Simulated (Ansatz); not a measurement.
System: a slab cut from TiO₂ (slab content Ti₇O₁₄), space group I4_1/amd (No. 141).

The given structure:
```
CELL_PARAMETERS angstrom
2.68621 -2.68628 -0.01957
2.68621 2.68628 -0.01957
-2.64893 0.00000 4.86900
ATOMIC_POSITIONS crystal
Ti 0.12511 0.87489 0.25000
Ti 0.87489 0.12511 0.75000
O 0.33142 0.08163 0.66295
O 0.66858 0.91837 0.33705
O 0.91837 0.66858 0.83705
O 0.08163 0.33142 0.16295
```

Calculation (Ansatz 0.2.0): spacing and rumpling of the atomic planes of a slab cut from the relaxed bulk cell along the Miller plane (conventional indices), bottom to top, after all atoms relax, plane waves with PAW datasets, Γ-centred k mesh. Level: PBE, no spin polarisation.

space group in which the indices count 15; Miller index h 0; Miller index k 0; Miller index l 1; top plane O; bottom plane O; planes 21; surface cell (1, 1); slab thickness as cut 15.39 Å; vacuum 15 Å; surface area 14.43 Å²; surface a 3.799 Å; surface b 3.799 Å; surface angle 90 °; slab atoms 21; wave cutoff 420 eV; k mesh 7×7×1; occupations Gaussian; smearing width 0.05 eV; boundary dipole corrected.

Describe the result: the spacing change of each pair of planes. The cases: 1–2; 2–3; 3–4; 4–5; 5–6; 6–7; 7–8; 8–9; 9–10; 10–11; 11–12; 12–13; 13–14; 14–15; 15–16; 16–17; 17–18; 18–19; 19–20; 20–21.

The least value, −0.044 Å, is that of 2–3 and 19–20, and the largest, 0.075 Å, that of 1–2 and 20–21.

| pair of planes | spacing change (Å) | spacing to next (Å) | content of the two planes |
| --- | --- | --- | --- |
| 1–2 | 0.075 | 0.497 | O and Ti |
| 2–3 | −0.044 | 0.378 | Ti and O |
| 3–4 | −0.024 | 1.556 | O and O |
| 4–5 | −0.003 | 0.419 | O and Ti |
| 5–6 | 0.010 | 0.432 | Ti and O |
| 6–7 | −0.006 | 1.575 | O and O |
| 7–8 | 0.003 | 0.425 | O and Ti |
| 8–9 | 0.000 | 0.422 | Ti and O |
| 9–10 | 0.001 | 1.582 | O and O |
| 10–11 | 0.000 | 0.422 | O and Ti |
| 11–12 | 0.000 | 0.422 | Ti and O |
| 12–13 | 0.001 | 1.582 | O and O |
| 13–14 | 0.000 | 0.422 | O and Ti |
| 14–15 | 0.003 | 0.425 | Ti and O |
| 15–16 | −0.006 | 1.575 | O and O |
| 16–17 | 0.010 | 0.432 | O and Ti |
| 17–18 | −0.003 | 0.419 | Ti and O |
| 18–19 | −0.024 | 1.556 | O and O |
| 19–20 | −0.044 | 0.378 | O and Ti |
| 20–21 | 0.075 | 0.497 | Ti and O |

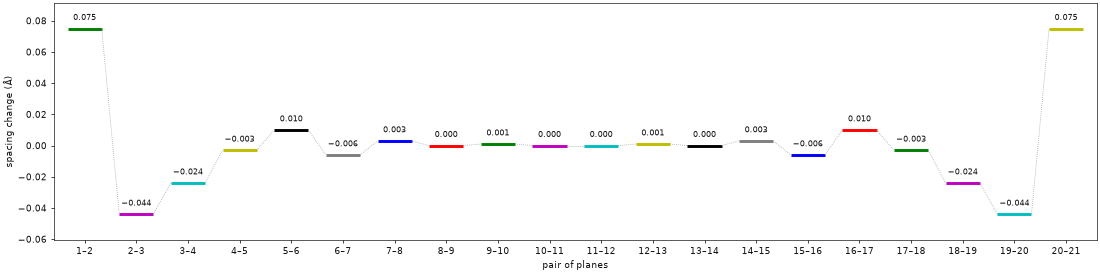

Note: odd k mesh can miss points on the zone edge; xc potential rough in thin density.
